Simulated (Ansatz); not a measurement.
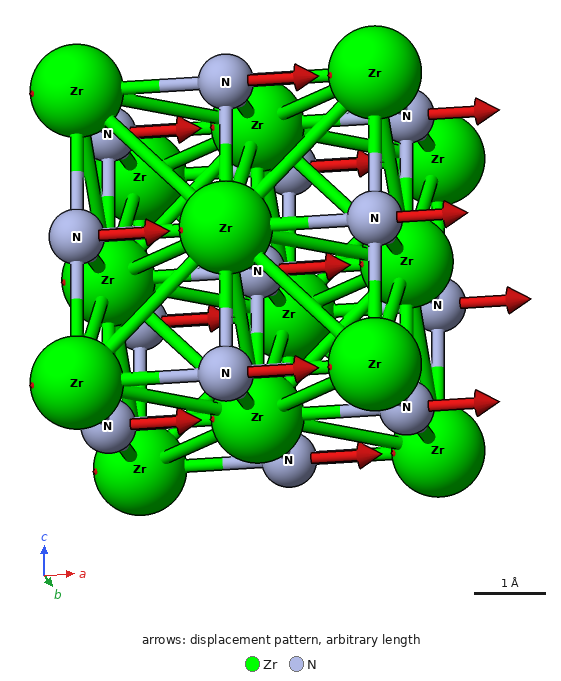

The lowest optical mode of crystalline ZrN relaxed at 50 GPa, space group Fm-3m (No. 225), at the zone centre. The red arrows give the relative displacements of the atoms. The picture is a ball-and-stick view of the conventional cell (4 times the calculation's cell), seen from a free direction. Lengths and directions refer to the drawn axes.

All numbers below come from DFT PBEsol, scalar-relativistic, plane waves, PAW (Ansatz 0.2.0). Settings: plane-wave cutoff 420 eV; k-point mesh 16 × 16 × 16; occupations fermi dirac; smearing width 0.15 eV; target pressure 50 GPa; no spin polarisation.

The frequencies depend somewhat on the k-mesh and the smearing.

> Is the structure stable against all modes at this point?

Yes: this softest mode has a real frequency, and so have all others here. That speaks for this wave vector alone: the rest of the zone wasn't checked in this run. This is the T₁u mode (triply degenerate; one member of the set is drawn) at 19.1 THz, the only optical level, infrared-active by symmetry. The N sublattice moves against the Zr sublattice, along a; it stretches the shortest N–Zr bonds (2.17 Å); the kinetic energy is shared as N 87 %, Zr 13 %. The crystal is a metal, so free carriers screen the infrared response.
